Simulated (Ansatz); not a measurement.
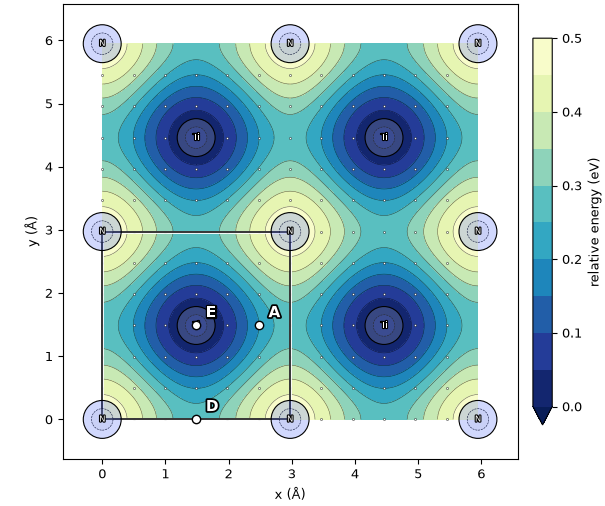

H on a TiN(100) slab cut from the Fm-3m phase, its upper half relaxed before the scan (24 atoms of substrate and one adsorbate in a 2 × 2 cell). 
- H is moved over the surface cell at a fixed height above a rigid substrate; the origin of the map has the adsorbate above N21; the height is held at 2.50 Å.
- Places are given modulo a cell vector. The map is drawn in real space over the plane of the surface.
- The grid has 6 × 6 points; 10 points were computed and 26 follow by symmetry.
- Places are given in fractions of the 1 × 1 surface cell.
- Energies: eV, counted from the lowest grid point.
- The runs have no spin polarisation, so an open-shell adsorbate far from the surface lies too high. At a fixed height the lowest place need not be the adsorption site.
- Method: DFT PBE+D3(BJ), scalar-relativistic, plane waves, PAW (Ansatz 0.2.0). Settings: cutoff 420 eV, k-mesh 5×5×1, gaussian smearing 0.1 eV, no spin polarisation.

In the figure: filled contours, dots at the grid points, labelled circles for the atoms of the top layer and small ones for the second layer, the outline of one cell of the 2 × 2 shown, lettered points. Between grid points the surface is interpolated.

### Rank the lettered points by energy, lowest first.

E (0.000 eV), A (0.199 eV), D (0.270 eV).

### What kind of point is each of A, D, E: minimum, saddle, maximum or slope?

A: on a slope; D: saddle point; E: minimum. (In these two coordinates alone; a stationary point may lie a little off the grid point.)

PAW datasets: the set soft_1.
